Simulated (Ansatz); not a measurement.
## Electronic structure of Al₂Cu in real space

Input

```
crystal:
  lattice:
    - [5.2325937396, 0.0, 0.0]
    - [0.0, 5.2325937396, 0.0]
    - [0.0, 0.0, 5.4164333235]
  atoms:
    - { symbol: Al, position: [0.1778908141, 0.6868416356, 0.5] }
    - { symbol: Al, position: [0.8221091859, 0.3131583644, 0.5] }
    - { symbol: Al, position: [0.3131583644, 0.1778908141, 0.5] }
    - { symbol: Al, position: [0.6868416356, 0.8221091859, 0.5] }
    - { symbol: Cu, position: [0.5, 0.5, 0.7887737082] }
    - { symbol: Cu, position: [0.5, 0.5, 0.2112262918] }
basis:
  ecutwfc: 420
kpoints:
  mp_grid: { grid: [8, 8, 8] }
hamiltonian:
  xc: pbe
scf:
  occupations: { method: gaussian, width: 0.1 }
output:
  forces: true
  stress: true
  eigenvalues: true
  write_density: true
  write_potential: true
  elf: true
  volumetric_format: npy
relax:
  adjacent_minimum: "off"
  f_tol: 0.01
  max_steps: 80
  cell: { stress_tol: 0.05 }
```

Command:

```sh
ansatz run input.yaml --threads 1 --pin off --max-ram 2560MiB --backend cpu --events-out ev --progress --plain --runs-dir out
```

Below, planes, directions and counts refer to the conventional cell (a = 5.48 Å, b = 5.48 Å, c = 4.80 Å, α = 90.00°, β = 90.00°, γ = 90.00°).

The fields are those of the run's last geometry, not of the input's.

Space group P4/m; a structure generated by program, which may or may not match a known phase; computed without spin polarisation.

Theory: Ansatz, DFT PBE, scalar-relativistic, plane waves, PAW.

In a PAW calculation such maps are meaningful between the atoms, not at the nuclei.

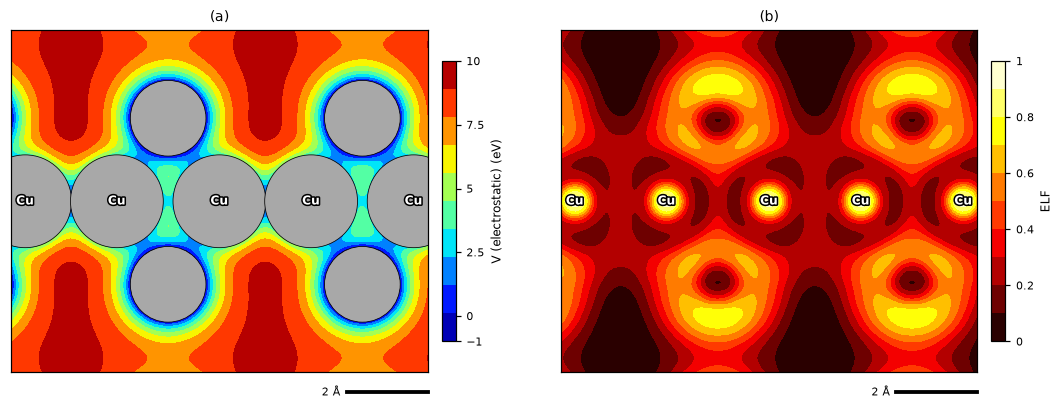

Figure 1. (a) electrostatic potential (local pseudopotential plus Hartree) felt by an electron; (b) electron localisation function on the (11̄0) plane of the conventional cell. Grey discs cover the atomic cores in the potential map.

Question: What does the map show?

Answer: Atoms in the plane: Cu.
Atoms just off the plane (Al, 0.6 Å away) can leave unmarked features too.
Cu–Cu (2.26 Å): the ELF is about 0.25 at the midpoint; no localised pair shows between them.
Cu–Cu (2.53 Å): the ELF is about 0.25 at the midpoint; no localised pair shows between them.
The features right at Cu lie inside the PAW spheres, where the map follows smoothed inner orbitals and isn't to be read closely.
Outside the cores the potential energy rises away from the atoms and is highest about 2.3 Å from the nearest atoms; its zero is arbitrary.

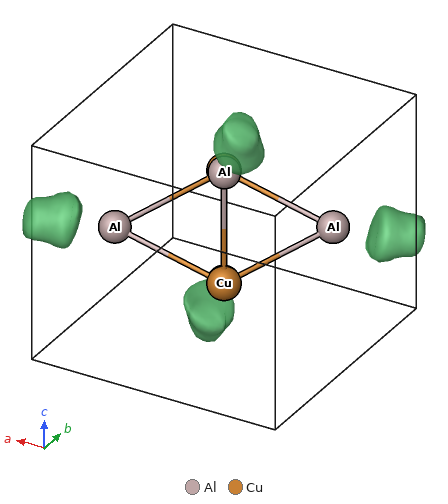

Figure 2. Isosurface of the electron localisation function at 0.8 (green), seen at an oblique angle. Only the valence region is drawn (cores and ρ < 0.01 e/Å³ removed). Sticks mark near contacts.

Question: Where are the electrons localised?

Answer: The surface consists of four regions between bonded Al–Al atoms, counted in one cell of 6 atoms. Any copies at cell faces, edges or corners count once. Profiles from the grid: Al–Cu (2.47 Å): the ELF peaks at about 0.65 between the atoms.

Question: Does the calculation give a band gap?

Answer: It is gapless in this calculation (a metal or semimetal).
